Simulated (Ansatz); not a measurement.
**Geometry relaxation, with input and output: Al$_{2}$Cu (part 1 of 2)**

System: Al$_{2}$Cu (I4/mcm, 6 atoms in the cell).
Method: DFT PBE+D3(BJ), scalar-relativistic, plane waves, PAW, no spin polarisation (Ansatz 0.2.0).

The structure derives from an entry of the Crystallography Open Database. Figures and captions count atoms from 1; the log counts them from 0 in places.

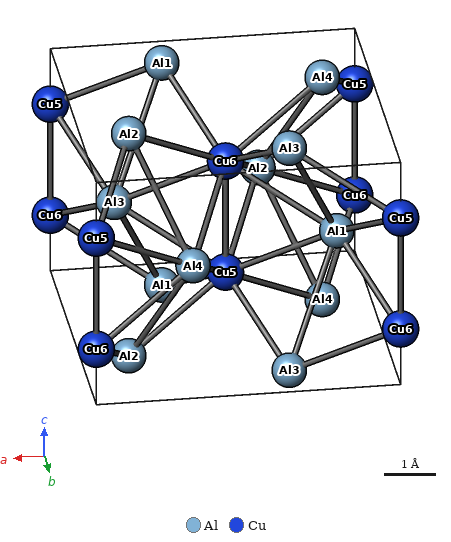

*The input geometry (ball-and-stick view of the cell 2 times as large as that of the calculation, set on its symmetry axes, seen at an oblique angle; atoms are numbered from 1 in the order of the input). An atom can appear more than once, as a periodic image.*

**Input file**
```yaml
crystal:
  lattice:
    - [-3.0335, 3.0335, 2.4385]
    - [3.0335, -3.0335, 2.4385]
    - [3.0335, 3.0335, -2.4385]
  atoms:
    - { symbol: Al, position: [0.1581, 0.6581, 0.8162] }
    - { symbol: Al, position: [0.6581, 0.8419, 0.5] }
    - { symbol: Al, position: [0.8419, 0.3419, 0.1838] }
    - { symbol: Al, position: [0.3419, 0.1581, 0.5] }
    - { symbol: Cu, position: [0.75, 0.75, 0.0] }
    - { symbol: Cu, position: [0.25, 0.25, 0.0] }
basis:
  ecutwfc: 420
kpoints:
  mp_grid: { grid: [10, 10, 10] }
hamiltonian:
  xc: pbe
  dispersion: d3bj
scf:
  occupations: { method: gaussian, width: 0.1 }
output:
  forces: true
  stress: true
  eigenvalues: true
  write_density: true
  write_potential: true
  elf: true
  volumetric_format: npy
relax:
  adjacent_minimum: "off"
  f_tol: 0.005
  max_steps: 80
  cell: { stress_tol: 0.05 }
```

Hardware: 2 threads of Intel Xeon @ 2.50GHz (Skylake/Cascade Lake), 64 GiB of memory available, shared host.

Run as:
```bash
ansatz run input.yaml --threads 2 --pin off --max-ram 5120MiB --backend cpu --events-out ev --progress --plain --runs-dir out
```

**Output**
```
Engine: ansatz 0.2.0, x86_64-unknown-linux-gnu
Pseudopotentials: kind: paw
Pseudopotential: Al, paw, valence charge 3, recommended cutoff 420 eV (normal), Al.paw.azcp
Pseudopotential: Cu, paw, valence charge 19, recommended cutoff 420 eV (normal), Cu.paw.azcp
Functional definition: PBE
  parameter kappa = 0.804
  parameter beta = 0.06672455060314922
  exchange = pbe_x(kappa = kappa, mu = beta*pi^2/3)
  correlation = pbe_c(beta = beta)
Crystal: 6 atoms, lattice volume = 89.758 Å³
Basis set: ecut = 420 eV, 1729 PW (Γ), exchange–correlation on 72×72×72 points (8 copies of the dense FFT grid, shifted against one another)
Bands: 31, of which v1, the nominal top of the filled ones, is band 25 counted from 1 (24 counted from 0)
Symmetry: 16 space group operations
Space group: I4/mcm (ITA 140), of the structure as read, at distance tolerance 4.5e-5 Å
k-points: 102 of 1000
Non-local potential: Al, projectors of the file, l = 0: 2, l = 1: 2, l = 2: 1
Non-local potential: Cu, projectors of the file, l = 0: 3, l = 1: 2, l = 2: 3, l = 3: 1
PAW form: soft (Blöchl's): semilocal exchange-correlation on the pseudo side does not see the compensation charge
PAW one-centre angular grid: Al, 110 points (default); XC on 64 Gauss nodes
PAW one-centre angular grid: Cu, 590 points (default); XC on 64 Gauss nodes
Initial density: superposition of atomic densities (neutral atoms: chi_scale 0, normalization atom), corrected by the library's trained network
Initial wavefunctions: pseudopotential atomic-orbital guess
Functional: x = pbe(κ = 0.804, μ = 0.2195149727645171), c = pbe(β = 0.06672455060314922)
SCF iter   1: F=—  HF=-15403.729526 eV  |F-HF|=—  |Δ(HF+E_count)|=         —  Δρ=5.13e-3  dr2=2.05e-2  ethr=1.77e-3  ⟨swp⟩=7.8  Hψ=15800  notcnv=0  defer=1
preconditioner: auto → Kerker (q_TF=auto, 2.475 Å⁻¹)  [metal: Δε(μ)=0.019 eV  Ē_g=7.109 eV  σ=0.100 eV  W_gap=0.10  n_scr=16 (ndim 8)  ℏωp=22.9 eV  f_vac=0.000  D(μ)=1.93/eV (n_scr^D=12)]
SCF iter   2: F=—  HF=-15403.728193 eV  |F-HF|=—  |Δ(HF+E_count)|=   1.33e-3  Δρ=1.24e-3  dr2=1.61e-3  ethr=4.11e-5  ⟨swp⟩=2.6  Hψ=5478  notcnv=0  defer=3
SCF iter   3: F=—  HF=-15403.727772 eV  |F-HF|=—  |Δ(HF+E_count)|=   4.21e-4  Δρ=8.76e-4  dr2=1.34e-3  ethr=3.22e-6  ⟨swp⟩=2.1  Hψ=4449  notcnv=0  defer=3
SCF iter   4: F=—  HF=-15403.727580 eV  |F-HF|=—  |Δ(HF+E_count)|=   1.93e-4  Δρ=1.54e-4  dr2=6.16e-5  ethr=2.68e-6  ⟨swp⟩=2.4  Hψ=4177  notcnv=0  defer=3
SCF iter   5: F=—  HF=-15403.727565 eV  |F-HF|=—  |Δ(HF+E_count)|=   1.45e-5  Δρ=1.59e-4  dr2=1.38e-5  ethr=1.23e-7  ⟨swp⟩=2.0  Hψ=4532  notcnv=0  defer=3
SCF iter   6: F=—  HF=-15403.727562 eV  |F-HF|=—  |Δ(HF+E_count)|=   2.94e-6  Δρ=1.14e-5  dr2=1.29e-7  ethr=2.75e-8  ⟨swp⟩=2.0  Hψ=4087  notcnv=0  defer=3
SCF iter   7: F=-15403.727562 eV  HF=-15403.727562 eV  |F-HF|=3.43e-8  |Δ(HF+E_count)|=   5.06e-8  Δρ=8.03e-6  dr2=3.71e-8  ethr=2.00e-10  ⟨swp⟩=10.8  Hψ=20684  notcnv=0
SCF 1 converged in 7 iterations: F = -15403.727562 eV  dr2 = 3.71e-8
  greatest PAW one-centre occupation: 1.000 electrons in one spin orbital (limit 2), on the Cu atom at site 5 (counted from 0), in its partial waves of l = 0
relax step   1: F+E_penalty+E_count = -15403.72756212 eV  Δ(F+E_penalty+E_count) = +0.000e0 eV  max|allowed force component| = 1.799e-2 eV/Å  Δτ_max = 0.0000 Å  P = -4.804 GPa  Ω = 89.758 Å³  (7 SCF iters, dr2 threshold 1.00e-7 eV, accepted)
Crystal: 6 atoms, lattice volume = 86.249 Å³
Basis set: ecut = 420 eV, 1669 PW (Γ), exchange–correlation on 72×72×72 points (8 copies of the dense FFT grid, shifted against one another)
Initial density: handed on by an earlier stage of this run
Initial wavefunctions: those handed on with the density
iter 1 solved again at ethr=3.44e-4 eV; its pass at ethr=3.10e-3 eV (dr2=1.72e-1 eV) is discarded
SCF iter   1: F=—  HF=-15403.817730 eV  |F-HF|=—  |Δ(HF+E_count)|=         —  Δρ=1.55e-2  dr2=1.74e-1  ethr=3.44e-4  ⟨swp⟩=1.0  Hψ=16560  notcnv=0
preconditioner: auto → Kerker (q_TF=auto, 2.491 Å⁻¹)  [metal: Δε(μ)=0.013 eV  Ē_g=7.174 eV  σ=0.100 eV  W_gap=0.07  n_scr=16 (ndim 8)  ℏωp=23.3 eV  f_vac=0.000  D(μ)=1.94/eV (n_scr^D=12)]
SCF iter   2: F=—  HF=-15403.795371 eV  |F-HF|=—  |Δ(HF+E_count)|=   2.24e-2  Δρ=2.14e-3  dr2=7.75e-3  ethr=3.44e-4  ⟨swp⟩=2.0  Hψ=4975  notcnv=0
SCF iter   3: F=—  HF=-15403.791959 eV  |F-HF|=—  |Δ(HF+E_count)|=   3.41e-3  Δρ=2.17e-3  dr2=6.46e-3  ethr=1.55e-5  ⟨swp⟩=2.0  Hψ=4552  notcnv=0
SCF iter   4: F=—  HF=-15403.790909 eV  |F-HF|=—  |Δ(HF+E_count)|=   1.05e-3  Δρ=4.50e-4  dr2=2.54e-4  ethr=1.29e-5  ⟨swp⟩=2.4  Hψ=4388  notcnv=0
SCF iter   5: F=—  HF=-15403.790958 eV  |F-HF|=—  |Δ(HF+E_count)|=   4.92e-5  Δρ=8.04e-5  dr2=5.34e-6  ethr=5.09e-7  ⟨swp⟩=2.0  Hψ=4810  notcnv=0
SCF iter   6: F=—  HF=-15403.790960 eV  |F-HF|=—  |Δ(HF+E_count)|=   1.80e-6  Δρ=3.73e-5  dr2=1.34e-6  ethr=1.20e-9  ⟨swp⟩=10.4  Hψ=26918  notcnv=0
SCF iter   7: F=-15403.790960 eV  HF=-15403.790960 eV  |F-HF|=7.42e-10  |Δ(HF+E_count)|=   1.78e-7  Δρ=4.71e-6  dr2=1.56e-8  ethr=1.20e-9  ⟨swp⟩=8.1  Hψ=18688  notcnv=0
SCF 2 converged in 7 iterations: F = -15403.790960 eV  dr2 = 1.56e-8
relax step   2: F+E_penalty+E_count = -15403.79095962 eV  Δ(F+E_penalty+E_count) = -6.340e-2 eV  max|allowed force component| = 6.959e-2 eV/Å  Δτ_max = 0.0092 Å  P = -0.916 GPa  Ω = 86.249 Å³  energy of the carried Pulay correction = +1.432e-3 eV  (7 SCF iters, dr2 threshold 6.00e-7 eV, accepted)
Crystal: 6 atoms, lattice volume = 85.510 Å³
Basis set: ecut = 420 eV, 1653 PW (Γ), exchange–correlation on 72×72×72 points (8 copies of the dense FFT grid, shifted against one another)
iter 1 solved again at ethr=1.29e-5 eV; its pass at ethr=3.10e-3 eV (dr2=6.45e-3 eV) is discarded
SCF iter   1: F=—  HF=-15403.796510 eV  |F-HF|=—  |Δ(HF+E_count)|=         —  Δρ=3.25e-3  dr2=6.75e-3  ethr=1.29e-5  ⟨swp⟩=1.0  Hψ=13516  notcnv=0
preconditioner: auto → Kerker (q_TF=auto, 2.495 Å⁻¹)  [metal: Δε(μ)=0.007 eV  Ē_g=7.330 eV  σ=0.100 eV  W_gap=0.04  n_scr=16 (ndim 8)  ℏωp=23.4 eV  f_vac=0.000  D(μ)=1.89/eV (n_scr^D=12)]
SCF iter   2: F=—  HF=-15403.795477 eV  |F-HF|=—  |Δ(HF+E_count)|=   1.03e-3  Δρ=5.40e-4  dr2=2.93e-4  ethr=1.29e-5  ⟨swp⟩=2.0  Hψ=4159  notcnv=0
SCF iter   3: F=—  HF=-15403.795302 eV  |F-HF|=—  |Δ(HF+E_count)|=   1.74e-4  Δρ=4.68e-4  dr2=2.20e-4  ethr=5.86e-7  ⟨swp⟩=2.1  Hψ=4658  notcnv=0
SCF iter   4: F=—  HF=-15403.795257 eV  |F-HF|=—  |Δ(HF+E_count)|=   4.49e-5  Δρ=1.32e-4  dr2=1.15e-5  ethr=4.39e-7  ⟨swp⟩=2.1  Hψ=4344  notcnv=0
iter 5 did not close the SCF: its close was put off for the readings that it lacked (scf_convergence_deferred on its scf_iter line)
SCF iter   5: F=-15403.795259 eV  HF=-15403.795260 eV  |F-HF|=3.96e-7  |Δ(HF+E_count)|=   2.07e-6  Δρ=1.76e-5  dr2=4.88e-7  ethr=2.29e-8  ⟨swp⟩=2.1  Hψ=4823  notcnv=0
SCF iter   6: F=-15403.795260 eV  HF=-15403.795260 eV  |F-HF|=2.59e-8  |Δ(HF+E_count)|=   1.87e-8  Δρ=3.60e-6  dr2=2.08e-8  ethr=9.76e-10  ⟨swp⟩=5.7  Hψ=18840  notcnv=0
SCF 3 converged in 6 iterations: F = -15403.795260 eV  dr2 = 2.08e-8
relax step   3: F+E_penalty+E_count = -15403.79525951 eV  Δ(F+E_penalty+E_count) = -4.300e-3 eV  max|allowed force component| = 3.575e-3 eV/Å  Δτ_max = 0.0094 Å  P = +0.067 GPa  Ω = 85.510 Å³  energy of the carried Pulay correction = +1.741e-3 eV  (6 SCF iters, dr2 threshold 6.00e-7 eV, accepted)
Crystal: 6 atoms, lattice volume = 85.563 Å³
iter 1 solved again at ethr=8.90e-8 eV; its pass at ethr=3.10e-3 eV (dr2=4.45e-5 eV) is discarded
SCF iter   1: F=—  HF=-15403.795275 eV  |F-HF|=—  |Δ(HF+E_count)|=         —  Δρ=2.39e-4  dr2=4.52e-5  ethr=8.90e-8  ⟨swp⟩=2.1  Hψ=15364  notcnv=0
preconditioner: auto → Kerker (q_TF=auto, 2.495 Å⁻¹)  [metal: Δε(μ)=0.017 eV  Ē_g=7.354 eV  σ=0.100 eV  W_gap=0.10  n_scr=16 (ndim 8)  ℏωp=23.4 eV  f_vac=0.000  D(μ)=1.86/eV (n_scr^D=12)]
SCF iter   2: F=—  HF=-15403.795267 eV  |F-HF|=—  |Δ(HF+E_count)|=   8.31e-6  Δρ=4.36e-5  dr2=3.08e-6  ethr=8.90e-8  ⟨swp⟩=2.0  Hψ=4084  notcnv=0
SCF iter   3: F=—  HF=-15403.795264 eV  |F-HF|=—  |Δ(HF+E_count)|=   3.33e-6  Δρ=4.06e-5  dr2=2.59e-6  ethr=6.15e-9  ⟨swp⟩=2.1  Hψ=4856  notcnv=0
SCF iter   4: F=—  HF=-15403.795263 eV  |F-HF|=—  |Δ(HF+E_count)|=   4.28e-7  Δρ=1.16e-5  dr2=1.13e-7  ethr=5.19e-9  ⟨swp⟩=2.3  Hψ=4431  notcnv=0
iter 5 did not close the SCF: its close was put off for the readings that it lacked (scf_convergence_deferred on its scf_iter line)
SCF iter   5: F=-15403.795263 eV  HF=-15403.795263 eV  |F-HF|=1.18e-10  |Δ(HF+E_count)|=   2.43e-9  Δρ=2.43e-6  dr2=4.81e-9  ethr=2.25e-10  ⟨swp⟩=2.4  Hψ=5058  notcnv=0
SCF iter   6: F=-15403.795263 eV  HF=-15403.795263 eV  |F-HF|=1.96e-10  |Δ(HF+E_count)|=   1.86e-9  Δρ=3.71e-7  dr2=1.48e-10  ethr=9.63e-12  ⟨swp⟩=4.6  Hψ=16085  notcnv=0
SCF 4 converged in 6 iterations: F = -15403.795263 eV  dr2 = 1.48e-10
relax step   4: F+E_penalty+E_count = -15403.79526335 eV  Δ(F+E_penalty+E_count) = -3.840e-6 eV  max|allowed force component| = 4.749e-4 eV/Å  Δτ_max = 0.0007 Å  P = -0.000 GPa  Ω = 85.563 Å³  energy of the carried Pulay correction = +1.719e-3 eV  (6 SCF iters, dr2 threshold 3.22e-8 eV, accepted)
Initial wavefunctions: pseudopotential atomic-orbital guess (no wavefunctions were taken with the density)
iter 1 solved again at ethr=6.19e-7 eV; its pass at ethr=3.10e-3 eV (dr2=3.09e-4 eV) is discarded
SCF iter   1: F=—  HF=-15403.793710 eV  |F-HF|=—  |Δ(HF+E_count)|=         —  Δρ=6.51e-5  dr2=4.39e-7  ethr=6.19e-7  ⟨swp⟩=2.4  Hψ=21246  notcnv=0
eigensolver tolerance schedule: the retry pair's looser diagonalisation over-reported the residual by 703.38 of it (diagonalisation noise at 0.16 of the residual, at the tolerance the schedule requests for it); recorded, not acted on — ethr = c·dr2/N_el stays at c = 1.0e-1
preconditioner: auto → Kerker (q_TF=auto, 2.495 Å⁻¹)  [metal: Δε(μ)=0.016 eV  Ē_g=7.352 eV  σ=0.100 eV  W_gap=0.09  n_scr=16 (ndim 8)  ℏωp=23.4 eV  f_vac=0.000  D(μ)=1.86/eV (n_scr^D=12)]
SCF iter   2: F=—  HF=-15403.793702 eV  |F-HF|=—  |Δ(HF+E_count)|=   7.79e-6  Δρ=5.47e-5  dr2=1.45e-6  ethr=8.78e-10  ⟨swp⟩=2.1  Hψ=5735  notcnv=0
SCF iter   3: F=—  HF=-15403.793702 eV  |F-HF|=—  |Δ(HF+E_count)|=   2.20e-7  Δρ=1.57e-5  dr2=7.63e-8  ethr=8.78e-10  ⟨swp⟩=2.0  Hψ=4398  notcnv=0
SCF iter   4: F=—  HF=-15403.793702 eV  |F-HF|=—  |Δ(HF+E_count)|=   8.20e-9  Δρ=5.28e-6  dr2=7.70e-9  ethr=1.53e-10  ⟨swp⟩=2.0  Hψ=4734  notcnv=0
SCF iter   5: F=—  HF=-15403.793702 eV  |F-HF|=—  |Δ(HF+E_count)|=   6.24e-9  Δρ=1.42e-6  dr2=7.34e-10  ethr=1.54e-11  ⟨swp⟩=2.3  Hψ=4855  notcnv=0
SCF iter   6: F=-15403.793702 eV  HF=-15403.793702 eV  |F-HF|=1.27e-11  |Δ(HF+E_count)|=  3.86e-10  Δρ=2.47e-7  dr2=2.41e-11  ethr=1.00e-12  ⟨swp⟩=4.2  Hψ=15210  notcnv=0
SCF 5 converged in 6 iterations: F = -15403.793702 eV  dr2 = 2.41e-11
relax step   5: F+E_penalty+E_count = -15403.79370242 eV  Δ(F+E_penalty+E_count) = +1.561e-3 eV  max|allowed force component| = 4.121e-4 eV/Å  Δτ_max = 0.0000 Å  P = -0.009 GPa  Ω = 85.563 Å³  stress off target by 2.46e-2 GPa  SCF on the basis re-selected at this cell (its energy is not comparable with the rows above)  (6 SCF iters)
```

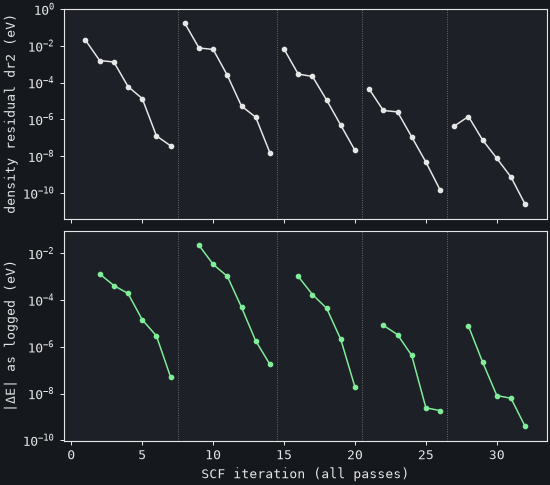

*Convergence of the self-consistent field: density residual dr2 and size of the energy change against the SCF iteration. The dotted lines part the SCF passes of the relaxation: geometry steps, rejected trials and re-solves on a re-selected basis.*

The 5 passes take 6 to 7 iterations each, 32 in all.

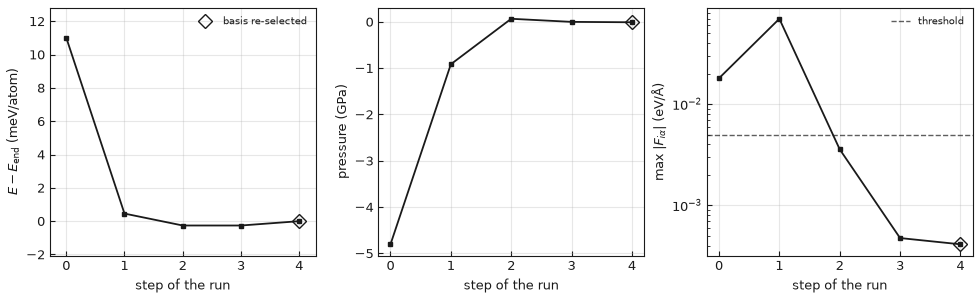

*Progress of the relaxation, step by step (the first geometry is step 0 here and step 1 in the log).*
